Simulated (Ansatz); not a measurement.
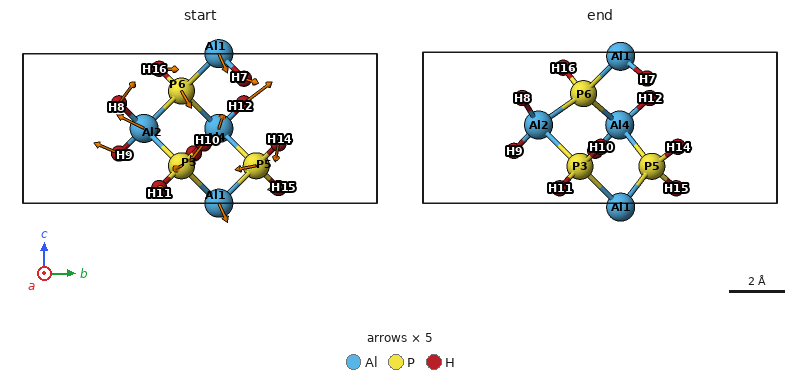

The structure of a wire of composition Al₃P₃H₁₀ before (left) and after (right) a relaxation, at one scale. The orange arrows give the displacements (the part carried along by the change of the cell is left out), magnified 5 times.

Style: ball-and-stick. Shown: the cell of the calculation, with the vacuum cut short, along the a axis.

Case: wire along [0 0 1], 6 atoms a period, capped with H.

Level of theory: Ansatz 0.2.0, DFT PBE, scalar-relativistic, plane waves, PAW.

The input:
```yaml
crystal:
  lattice:
    - [14.9, 0.0, 0.0]
    - [0.0, 15.2, 0.0]
    - [0.0, 0.0, 5.5068011246]
  atoms:
    - { symbol: Al, position: [0.5496853466, 0.5487047148, 0.0] }
    - { symbol: Al, position: [0.5496853466, 0.367559941, 0.5] }
    - { symbol: P, position: [0.6420813387, 0.4581323279, 0.25] }
    - { symbol: Al, position: [0.3648933626, 0.5487047148, 0.5] }
    - { symbol: P, position: [0.4572893546, 0.6392771017, 0.25] }
    - { symbol: P, position: [0.4572893546, 0.4581323279, 0.75] }
    - { symbol: H, position: [0.611682691, 0.6094784273, 0.8322509911] }
    - { symbol: H, position: [0.611682691, 0.3067862284, 0.6677490089] }
    - { symbol: H, position: [0.4876880023, 0.3067862284, 0.3322509911] }
    - { symbol: H, position: [0.6971039818, 0.5120689978, 0.3988772454] }
    - { symbol: H, position: [0.6971039818, 0.404195658, 0.1011227546] }
    - { symbol: H, position: [0.3028960182, 0.6094784273, 0.6677490089] }
    - { symbol: H, position: [0.3028960182, 0.4879310022, 0.3322509911] }
    - { symbol: H, position: [0.5123119977, 0.6932137716, 0.3988772454] }
    - { symbol: H, position: [0.4022667115, 0.6932137716, 0.1011227546] }
    - { symbol: H, position: [0.4022667115, 0.404195658, 0.8988772454] }
basis:
  ecutwfc: 420
kpoints:
  mp_grid: { grid: [1, 1, 6] }
hamiltonian:
  xc: pbe
scf:
  occupations: { method: gaussian, width: 0.05 }
output:
  forces: true
  stress: true
  eigenvalues: true
  populations: true
  write_density: true
  write_potential: true
  elf: true
  volumetric_format: npy
relax:
  adjacent_minimum: "off"
  f_tol: 0.02
  max_steps: 45
  cell: { fix: [a, b, alpha, beta, gamma], stress_tol: 0.03 }
```

Launched with:
```bash
ansatz run input.yaml --threads 4 --pin off --max-ram 11264MiB --backend cpu --events-out ev --progress --plain --runs-dir out
```

Q: Summarise the run.

A: The largest moves relative to the centre of the atoms, 0.29 Å, are those of H8 and H12. By element the largest moves are H 0.29 Å, Al 0.23 Å, P 0.17 Å. Along the periodic axis the drawn cell goes c 5.507 → 5.556 Å (+0.9 %). Near-neighbour distances that change, for instance: Al2–P3 2.385 → 2.458 Å, Al1–P3 2.385 → 2.415 Å, Al1–P6 2.385 → 2.371 Å, P6–H16 1.420 → 1.425 Å. Among the angles between lasting bonds that change: H8–Al2–H9 109.5° → 123.2°, Al1–P3–Al2 109.5° → 122.8°, Al2–P6–Al4 109.5° → 121.8°. The energy falls by 0.556 eV per cell of the calculation in 7 accepted moves (9 points after the start). Largest force component: 1.3 eV/Å at the start, 0.014 eV/Å at the end. The line search rejected the trial step at point 5 of the run. At 1 point the geometry stayed and the basis and grid were re-selected for the new cell (energy shift of 1.4 meV per cell of the calculation at most each time).
